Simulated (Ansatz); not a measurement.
## Geometry relaxation of C (part 1 of 2)

System: C (2 atoms in the cell).
Method: DFT PBE, scalar-relativistic, plane waves, PAW, PAW set soft_1, no spin polarisation (Ansatz 0.2.0).

The structure derives from an entry of the Crystallography Open Database.

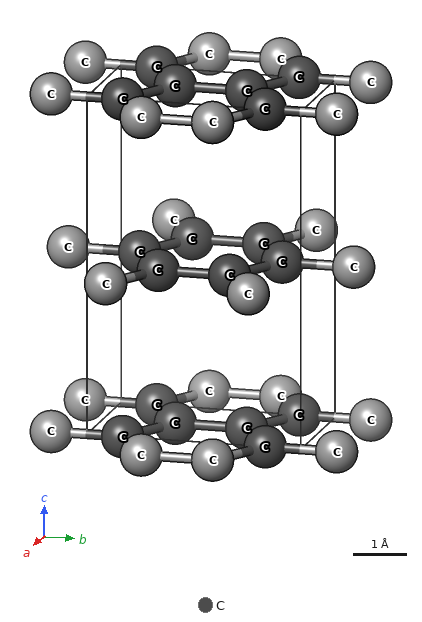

The starting structure (ball-and-stick view of the cell 4 times as large as that of the calculation, set on its symmetry axes, seen slightly off an axis; neighbours outside the cell are drawn fainter). An atom can appear more than once, as a periodic image.

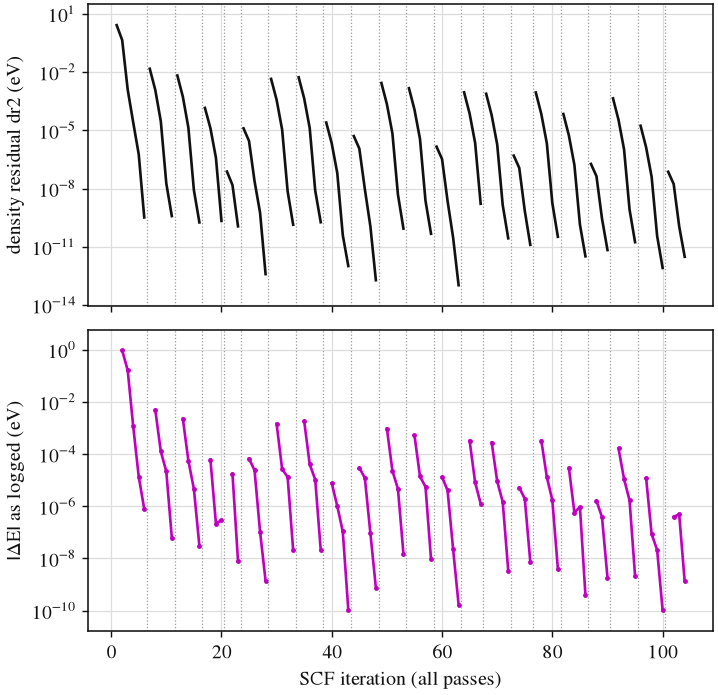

Convergence of the self-consistent field: density residual dr2 and size of the energy change against the SCF iteration. The dotted lines part the SCF passes of the relaxation: geometry steps, rejected trials and re-solves on a re-selected basis. The 22 passes take 3 to 6 iterations each, 104 in all.

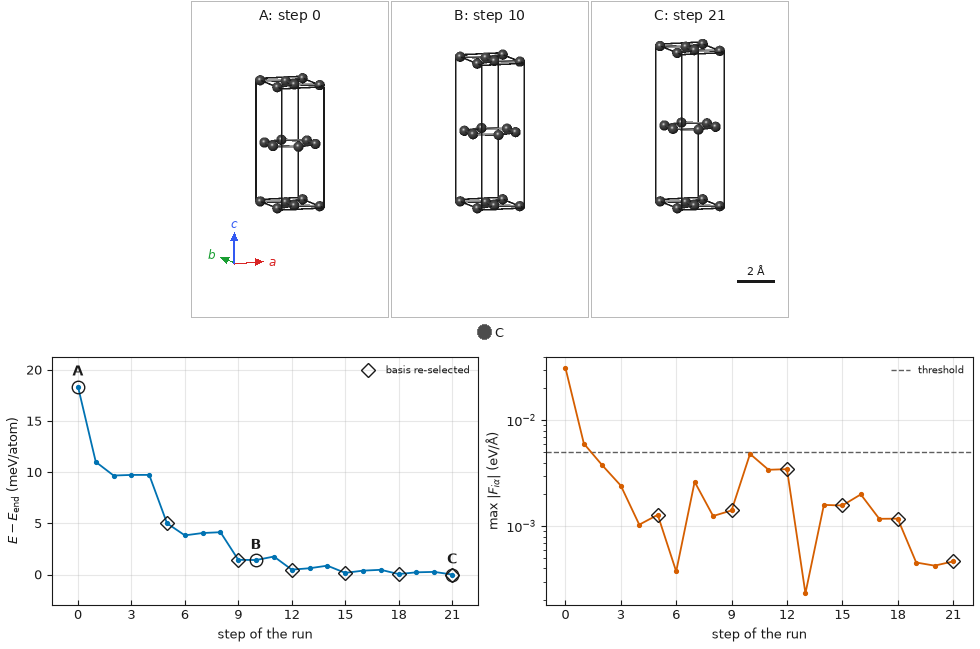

Frames of the relaxation (ball-and-stick view of the cell 4 times as large as that of the calculation, set on its symmetry axes, seen slightly off an axis) above the curves, on which the letters mark them (the first geometry is step 0 here and step 1 in the log).

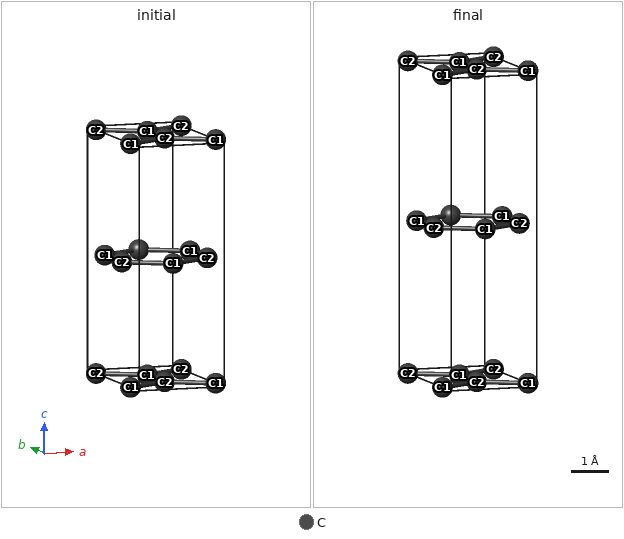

Before (left) and after (right) the relaxation, at one scale (ball-and-stick view of the cell 4 times as large as that of the calculation, set on its symmetry axes, seen slightly off an axis). Over 15 geometry steps the energy falls by 18.1 meV per atom. The largest force component goes from 0.031 to 0.00047 eV/Å. Pressure: 4.59 GPa at the start and 0.01 GPa at the end. 5 further SCFs at an unchanged geometry re-selected the plane-wave basis for the new cell. No atom moves by more than 0.005 Å relative to the cell. Cell: a 2.456 → 2.466 Å (+0.4 %), b 4.254 → 4.272 Å (+0.4 %), c 6.696 → 8.588 Å (+28.3 %). Volume +29.3 %. Among the contacts that change: C1–C2 1.418 → 1.424 Å. The space group stays Fmmm (No. 69). The energy change given includes the shifts at the re-selections in mid-walk, which come without any move. A last SCF at the same geometry on a re-selected plane-wave basis shifts the energy by −0.3 meV per atom. (Atoms are counted from 1 in the order of the input.)

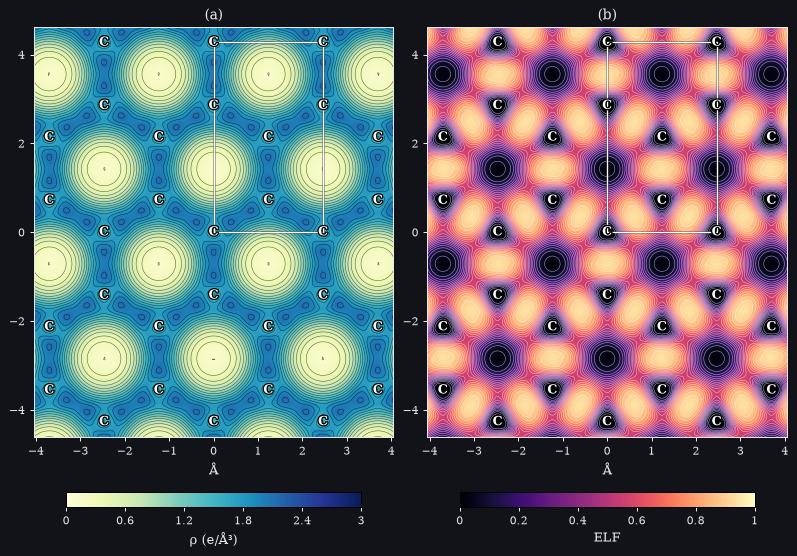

(a) valence electron density; (b) electron localisation function on the (001) plane of the conventional cell. The section cuts through C sites. Away from the nuclei the density in this plane falls to 0.15 e/Å³ at its lowest. Core electrons are frozen (PAW), so the fields are smoothed inside the atomic spheres.

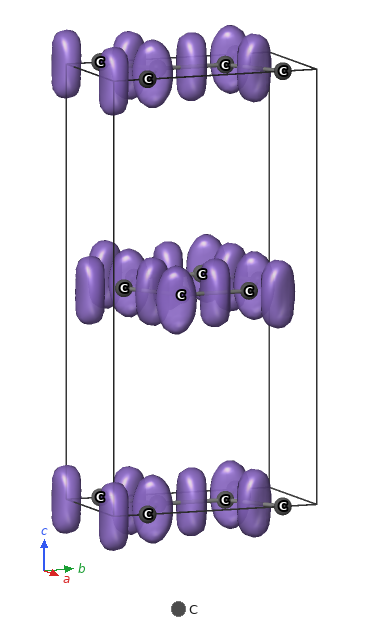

Isosurface of the ELF at 0.8 (purple), seen slightly off an axis. Only the valence region is drawn (cores and ρ < 0.01 e/Å³ removed). Sticks mark near contacts. The outline is the cell set on symmetry axes.

The input and output of the run follow.

### The input
```yaml
crystal:
  lattice:
    - [0.0, 2.127, 3.348]
    - [1.228, 0.0, 3.348]
    - [1.228, 2.127, 0.0]
  atoms:
    - { symbol: C, position: [0.16667, 0.83333, 0.16667] }
    - { symbol: C, position: [0.83333, 0.16667, 0.83333] }
basis:
  ecutwfc: 420
kpoints:
  mp_grid: { grid: [14, 14, 14] }
hamiltonian:
  xc: pbe
  pseudopotentials: { kind: paw, azcp: { folder: soft_1 } }
scf:
  occupations: { method: gaussian, width: 0.02 }
output:
  forces: true
  stress: true
  eigenvalues: true
  write_density: true
  write_potential: true
  elf: true
  volumetric_format: npy
relax:
  adjacent_minimum: "off"
  f_tol: 0.005
  max_steps: 80
  cell: { stress_tol: 0.05 }
```

Launched with:
```bash
ansatz run input.yaml --threads 2 --pin off --max-ram 6144MiB --backend cpu --events-out ev --progress --plain --runs-dir out
```

### Output
```
Engine: ansatz 0.2.0, aarch64-unknown-linux-gnu
Pseudopotentials: kind: paw
Pseudopotential: C, paw, valence charge 4, recommended cutoff 420 eV (normal), [file]
Functional definition: PBE
  parameter kappa = 0.804
  parameter beta = 0.06672455060314922
  exchange = pbe_x(kappa = kappa, mu = beta*pi^2/3)
  correlation = pbe_c(beta = beta)
Crystal: 2 atoms, lattice volume = 17.490 Å³
Basis set: ecut = 420 eV, 333 PW (Γ), exchange–correlation on 54×48×36 points (8 copies of the dense FFT grid, shifted against one another)
Bands: 8, of which v1, the nominal top of the filled ones, is band 4 counted from 1 (3 counted from 0)
Symmetry: 8 space group operations
Space group: Fmmm (ITA 69), of the structure as read, at distance tolerance 2.6e-5 Å
k-points: 428 of 2744
Non-local potential: C, projectors of the file, l = 0: 2, l = 1: 2, l = 2: 1
PAW form: soft (Blöchl's): semilocal exchange-correlation on the pseudo side does not see the compensation charge
PAW one-centre angular grid: C, 110 points (default); XC on 64 Gauss nodes
Initial density: superposition of atomic densities (chi_scale 0.1, normalization cell)
Initial wavefunctions: pseudopotential atomic-orbital guess
Functional: x = pbe(κ = 0.804, μ = 0.2195149727645171), c = pbe(β = 0.06672455060314922)
SCF iter   1: F=—  HF=-502.959290 eV  |F-HF|=—  |Δ(HF+E_count)|=         —  Δρ=1.30e-1  dr2=2.59e0  ethr=3.10e-3  ⟨swp⟩=4.8  Hψ=23291  notcnv=0
preconditioner: auto → none  [insulator: Δε(μ)=0.512 eV  Ē_g=19.317 eV  σ=0.020 eV  W_gap=1.00  n_scr=2 (ndim 8)  ℏωp=25.1 eV  f_vac=0.000  D(μ)=0.00/eV (n_scr^D=0)  ε∞_Penn≈2.7]
SCF iter   2: F=—  HF=-502.013680 eV  |F-HF|=—  |Δ(HF+E_count)|=   9.46e-1  Δρ=5.51e-2  dr2=4.39e-1  ethr=3.10e-3  ⟨swp⟩=2.5  Hψ=10089  notcnv=0
SCF iter   3: F=—  HF=-501.850735 eV  |F-HF|=—  |Δ(HF+E_count)|=   1.63e-1  Δρ=4.33e-3  dr2=1.23e-3  ethr=3.10e-3  ⟨swp⟩=2.6  Hψ=8147  notcnv=0
SCF iter   4: F=—  HF=-501.851884 eV  |F-HF|=—  |Δ(HF+E_count)|=   1.15e-3  Δρ=3.07e-4  dr2=2.52e-5  ethr=1.53e-5  ⟨swp⟩=2.4  Hψ=8542  notcnv=0
SCF iter   5: F=—  HF=-501.851897 eV  |F-HF|=—  |Δ(HF+E_count)|=   1.36e-5  Δρ=7.01e-5  dr2=5.74e-7  ethr=3.15e-7  ⟨swp⟩=2.7  Hψ=5125  notcnv=0
SCF iter   6: F=-501.851898 eV  HF=-501.851898 eV  |F-HF|=4.51e-10  |Δ(HF+E_count)|=   7.92e-7  Δρ=2.12e-6  dr2=3.25e-10  ethr=1.25e-9  ⟨swp⟩=9.6  Hψ=24378  notcnv=0
SCF 1 converged in 6 iterations: F = -501.851898 eV  dr2 = 3.25e-10
  greatest PAW one-centre occupation: 0.675 electrons in one spin orbital (limit 2), on the C atom at site 1 (counted from 0), in its partial waves of l = 0
relax step   1: F+E_penalty+E_count = -501.85189813 eV  Δ(F+E_penalty+E_count) = +0.000e0 eV  max|allowed force component| = 3.138e-2 eV/Å  Δτ_max = 0.0000 Å  P = +4.593 GPa  Ω = 17.490 Å³  (6 SCF iters, dr2 threshold 1.00e-7 eV, accepted)
Crystal: 2 atoms, lattice volume = 18.437 Å³
Basis set: ecut = 420 eV, 345 PW (Γ), exchange–correlation on 54×48×36 points (8 copies of the dense FFT grid, shifted against one another)
Initial density: handed on by an earlier stage of this run
Initial wavefunctions: those handed on with the density
iter 1 solved again at ethr=1.86e-4 eV; its pass at ethr=3.10e-3 eV (dr2=1.49e-2 eV) is discarded
SCF iter   1: F=—  HF=-501.871671 eV  |F-HF|=—  |Δ(HF+E_count)|=         —  Δρ=7.24e-3  dr2=1.47e-2  ethr=1.86e-4  ⟨swp⟩=1.0  Hψ=34279  notcnv=0
preconditioner: auto → none  [insulator: Δε(μ)=0.534 eV  Ē_g=18.256 eV  σ=0.020 eV  W_gap=1.00  n_scr=2 (ndim 8)  ℏωp=24.5 eV  f_vac=0.070  D(μ)=0.00/eV (n_scr^D=0)  ε∞_Penn≈2.8]
SCF iter   2: F=—  HF=-501.866725 eV  |F-HF|=—  |Δ(HF+E_count)|=   4.95e-3  Δρ=2.40e-3  dr2=1.20e-3  ethr=1.83e-4  ⟨swp⟩=3.0  Hψ=6660  notcnv=0
SCF iter   3: F=—  HF=-501.866597 eV  |F-HF|=—  |Δ(HF+E_count)|=   1.28e-4  Δρ=6.34e-4  dr2=2.93e-5  ethr=1.50e-5  ⟨swp⟩=2.9  Hψ=6780  notcnv=0
SCF iter   4: F=—  HF=-501.866618 eV  |F-HF|=—  |Δ(HF+E_count)|=   2.16e-5  Δρ=1.55e-5  dr2=1.82e-8  ethr=2.50e-9  ⟨swp⟩=8.5  Hψ=25533  notcnv=0
SCF iter   5: F=-501.866618 eV  HF=-501.866618 eV  |F-HF|=1.81e-9  |Δ(HF+E_count)|=   6.24e-8  Δρ=2.25e-6  dr2=3.80e-10  ethr=2.28e-10  ⟨swp⟩=5.7  Hψ=16737  notcnv=0
SCF 2 converged in 5 iterations: F = -501.866618 eV  dr2 = 3.80e-10
[... from here on the iterations of each SCF are left out, up to the last one ...]
relax step   2: F+E_penalty+E_count = -501.86661836 eV  Δ(F+E_penalty+E_count) = -1.472e-2 eV  max|allowed force component| = 6.032e-3 eV/Å  Δτ_max = 0.0002 Å  P = +1.608 GPa  Ω = 18.437 Å³  energy of the carried Pulay correction = -1.937e-3 eV  (5 SCF iters, dr2 threshold 2.00e-7 eV, accepted)
Crystal: 2 atoms, lattice volume = 19.115 Å³
Basis set: ecut = 420 eV, 367 PW (Γ), exchange–correlation on 54×48×36 points (8 copies of the dense FFT grid, shifted against one another)
preconditioner: auto → none  [insulator: Δε(μ)=0.650 eV  Ē_g=18.149 eV  σ=0.020 eV  W_gap=1.00  n_scr=2 (ndim 8)  ℏωp=24.0 eV  f_vac=0.109  D(μ)=0.00/eV (n_scr^D=0)  ε∞_Penn≈2.8]
SCF 3 converged in 5 iterations: F = -501.869281 eV  dr2 = 1.80e-10
relax step   3: F+E_penalty+E_count = -501.86928114 eV  Δ(F+E_penalty+E_count) = -2.663e-3 eV  max|allowed force component| = 3.762e-3 eV/Å  Δτ_max = 0.0000 Å  P = +0.010 GPa  Ω = 19.115 Å³  energy of the carried Pulay correction = -3.262e-3 eV  (5 SCF iters, dr2 threshold 2.00e-7 eV, accepted)
Crystal: 2 atoms, lattice volume = 19.228 Å³
preconditioner: auto → none  [insulator: Δε(μ)=0.675 eV  Ē_g=18.170 eV  σ=0.020 eV  W_gap=1.00  n_scr=2 (ndim 8)  ℏωp=24.0 eV  f_vac=0.093  D(μ)=0.00/eV (n_scr^D=0)  ε∞_Penn≈2.7]
SCF 4 converged in 4 iterations: F = -501.869165 eV  dr2 = 2.16e-10
relax step   4: F+E_penalty+E_count = -501.86916527 eV  Δ(F+E_penalty+E_count) = +1.159e-4 eV  max|allowed force component| = 2.422e-3 eV/Å  Δτ_max = 0.0000 Å  P = -0.031 GPa  Ω = 19.228 Å³  energy of the carried Pulay correction = -3.478e-3 eV  (4 SCF iters, dr2 threshold 1.72e-7 eV, accepted)
Crystal: 2 atoms, lattice volume = 19.232 Å³
preconditioner: auto → none  [insulator: Δε(μ)=0.677 eV  Ē_g=18.175 eV  σ=0.020 eV  W_gap=1.00  n_scr=2 (ndim 8)  ℏωp=23.9 eV  f_vac=0.087  D(μ)=0.00/eV (n_scr^D=0)  ε∞_Penn≈2.7]
SCF 5 converged in 3 iterations: F = -501.869159 eV  dr2 = 1.13e-10
relax step   5: F+E_penalty+E_count = -501.86915917 eV  Δ(F+E_penalty+E_count) = +6.109e-6 eV  max|allowed force component| = 1.036e-3 eV/Å  Δτ_max = 0.0000 Å  P = -0.003 GPa  Ω = 19.232 Å³  energy of the carried Pulay correction = -3.485e-3 eV  (3 SCF iters, dr2 threshold 8.15e-9 eV, accepted)
Basis set: ecut = 420 eV, 367 PW (Γ), exchange–correlation on 60×54×36 points (8 copies of the dense FFT grid, shifted against one another)
Initial wavefunctions: pseudopotential atomic-orbital guess (no wavefunctions were taken with the density)
preconditioner: auto → none  [insulator: Δε(μ)=0.678 eV  Ē_g=18.175 eV  σ=0.020 eV  W_gap=1.00  n_scr=2 (ndim 8)  ℏωp=23.9 eV  f_vac=0.084  D(μ)=0.00/eV (n_scr^D=0)  ε∞_Penn≈2.7]
SCF 6 converged in 5 iterations: F = -501.878622 eV  dr2 = 3.92e-13
relax step   6: F+E_penalty+E_count = -501.87862249 eV  Δ(F+E_penalty+E_count) = -9.463e-3 eV  max|allowed force component| = 1.283e-3 eV/Å  Δτ_max = 0.0000 Å  P = +0.628 GPa  Ω = 19.232 Å³  stress off target by 1.35e0 GPa  SCF on the basis re-selected at this cell (its energy is not comparable with the rows above)  (5 SCF iters)
basis re-selected at this cell: Δ(F+E_penalty+E_count) = -9.463e-3 eV, ΔP = +0.631 GPa vs the last step (what re-selecting the basis moved, of the pressure what is left beyond the Pulay correction that the steps carried, after the strain that the cell walked since its last selection, with what the two solves' SCF thresholds leave and, on support functions, any second-order correction that the steps lacked; it is no measure of the basis error at this ecutwfc). The dense FFT grid was sized anew with the basis: this SCF ran on 30×27×18 points, the steps before it on 27×24×18, so part of this shift can come from that change (see relax.cell in the input reference). This SCF's stress stands 1.35e0 GPa from its target on what of the cell is left free (relax.cell.stress_tol is 5.00e-2 GPa) and its largest allowed force component is 1.28e-3 eV/Å (relax.f_tol is 5.00e-3 eV/Å): not within both, so this SCF does not close the relaxation
Crystal: 2 atoms, lattice volume = 19.835 Å³
Basis set: ecut = 420 eV, 379 PW (Γ), exchange–correlation on 60×54×36 points (8 copies of the dense FFT grid, shifted against one another)
preconditioner: auto → none  [insulator: Δε(μ)=0.764 eV  Ē_g=18.069 eV  σ=0.020 eV  W_gap=1.00  n_scr=2 (ndim 8)  ℏωp=23.6 eV  f_vac=0.151  D(μ)=0.00/eV (n_scr^D=0)  ε∞_Penn≈2.7]
SCF 7 converged in 5 iterations: F = -501.880975 eV  dr2 = 1.37e-10
relax step   7: F+E_penalty+E_count = -501.88097519 eV  Δ(F+E_penalty+E_count) = -2.353e-3 eV  max|allowed force component| = 3.751e-4 eV/Å  Δτ_max = 0.0001 Å  P = +0.310 GPa  Ω = 19.835 Å³  energy of the carried Pulay correction = -1.464e-3 eV  (5 SCF iters, dr2 threshold 2.00e-7 eV, accepted)
Crystal: 2 atoms, lattice volume = 20.510 Å³
Basis set: ecut = 420 eV, 387 PW (Γ), exchange–correlation on 60×54×36 points (8 copies of the dense FFT grid, shifted against one another)
preconditioner: auto → none  [insulator: Δε(μ)=0.850 eV  Ē_g=17.992 eV  σ=0.020 eV  W_gap=1.00  n_scr=2 (ndim 8)  ℏωp=23.2 eV  f_vac=0.180  D(μ)=0.00/eV (n_scr^D=0)  ε∞_Penn≈2.7]
SCF 8 converged in 5 iterations: F = -501.880516 eV  dr2 = 1.84e-10
relax step   8: F+E_penalty+E_count = -501.88051566 eV  Δ(F+E_penalty+E_count) = +4.595e-4 eV  max|allowed force component| = 2.630e-3 eV/Å  Δτ_max = 0.0000 Å  P = +0.006 GPa  Ω = 20.510 Å³  energy of the carried Pulay correction = -3.512e-3 eV  (5 SCF iters, dr2 threshold 2.00e-7 eV, accepted)
Crystal: 2 atoms, lattice volume = 20.558 Å³
preconditioner: auto → none  [insulator: Δε(μ)=0.860 eV  Ē_g=18.025 eV  σ=0.020 eV  W_gap=1.00  n_scr=2 (ndim 8)  ℏωp=23.2 eV  f_vac=0.168  D(μ)=0.00/eV (n_scr^D=0)  ε∞_Penn≈2.7]
SCF 9 converged in 5 iterations: F = -501.880357 eV  dr2 = 1.02e-12
relax step   9: F+E_penalty+E_count = -501.88035692 eV  Δ(F+E_penalty+E_count) = +1.587e-4 eV  max|allowed force component| = 1.250e-3 eV/Å  Δτ_max = 0.0000 Å  P = -0.002 GPa  Ω = 20.558 Å³  energy of the carried Pulay correction = -3.678e-3 eV  (5 SCF iters, accepted)
Basis set: ecut = 420 eV, 387 PW (Γ), exchange–correlation on 60×60×36 points (8 copies of the dense FFT grid, shifted against one another)
preconditioner: auto → none  [insulator: Δε(μ)=0.859 eV  Ē_g=18.028 eV  σ=0.020 eV  W_gap=1.00  n_scr=2 (ndim 8)  ℏωp=23.2 eV  f_vac=0.168  D(μ)=0.00/eV (n_scr^D=0)  ε∞_Penn≈2.7]
SCF 10 converged in 5 iterations: F = -501.885753 eV  dr2 = 1.90e-13
relax step  10: F+E_penalty+E_count = -501.88575268 eV  Δ(F+E_penalty+E_count) = -5.396e-3 eV  max|allowed force component| = 1.412e-3 eV/Å  Δτ_max = 0.0000 Å  P = +0.125 GPa  Ω = 20.558 Å³  stress off target by 5.05e-1 GPa  SCF on the basis re-selected at this cell (its energy is not comparable with the rows above)  (5 SCF iters)
basis re-selected at this cell: Δ(F+E_penalty+E_count) = -5.396e-3 eV, ΔP = +0.127 GPa vs the last step (what re-selecting the basis moved, of the pressure what is left beyond the Pulay correction that the steps carried, after the strain that the cell walked since its last selection, with what the two solves' SCF thresholds leave and, on support functions, any second-order correction that the steps lacked; it is no measure of the basis error at this ecutwfc). The dense FFT grid was sized anew with the basis: this SCF ran on 30×30×18 points, the steps before it on 30×27×18, so part of this shift can come from that change (see relax.cell in the input reference). This SCF's stress stands 5.05e-1 GPa from its target on what of the cell is left free (relax.cell.stress_tol is 5.00e-2 GPa) and its largest allowed force component is 1.41e-3 eV/Å (relax.f_tol is 5.00e-3 eV/Å): not within both, so this SCF does not close the relaxation
Crystal: 2 atoms, lattice volume = 21.057 Å³
preconditioner: auto → none  [insulator: Δε(μ)=0.910 eV  Ē_g=17.952 eV  σ=0.020 eV  W_gap=1.00  n_scr=2 (ndim 8)  ℏωp=22.9 eV  f_vac=0.198  D(μ)=0.00/eV (n_scr^D=0)  ε∞_Penn≈2.6]
SCF 11 converged in 5 iterations: F = -501.885795 eV  dr2 = 8.64e-11
relax step  11: F+E_penalty+E_count = -501.88579481 eV  Δ(F+E_penalty+E_count) = -4.213e-5 eV  max|allowed force component| = 4.826e-3 eV/Å  Δτ_max = 0.0000 Å  P = +0.070 GPa  Ω = 21.057 Å³  energy of the carried Pulay correction = -1.078e-3 eV  (5 SCF iters, dr2 threshold 2.00e-7 eV, accepted)
Crystal: 2 atoms, lattice volume = 21.425 Å³
Basis set: ecut = 420 eV, 411 PW (Γ), exchange–correlation on 60×60×36 points (8 copies of the dense FFT grid, shifted against one another)
preconditioner: auto → none  [insulator: Δε(μ)=0.945 eV  Ē_g=17.929 eV  σ=0.020 eV  W_gap=1.00  n_scr=2 (ndim 8)  ℏωp=22.7 eV  f_vac=0.204  D(μ)=0.00/eV (n_scr^D=0)  ε∞_Penn≈2.6]
SCF 12 converged in 5 iterations: F = -501.885115 eV  dr2 = 4.69e-11
```
